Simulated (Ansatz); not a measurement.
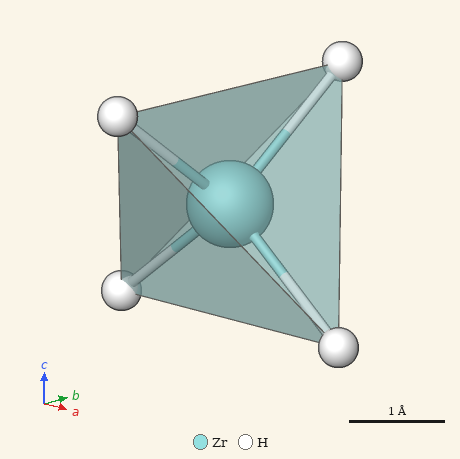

Coordination of Zr in ZrH (I-4m2). Continuous shape measures are computed against ideal polyhedra (0 is ideal; above about 3 the distortion is strong). The structure is the input geometry of an electronic-structure calculation and need not be at equilibrium.

Q: What geometry does the central atom have?

A: ZrH4: a slightly distorted tetrahedron (coordination number 4, S = 0.13; next best see-saw, S = 9.2).

Q: Does the central atom sit at the centroid of its ligands?

A: Yes, to within 0.01 Å; the site symmetry is -4m2.

Q: How long are the bonds?

A: 4 × Zr–H 2.07 Å. The next neighbour, not counted, lies at 3.29 Å.
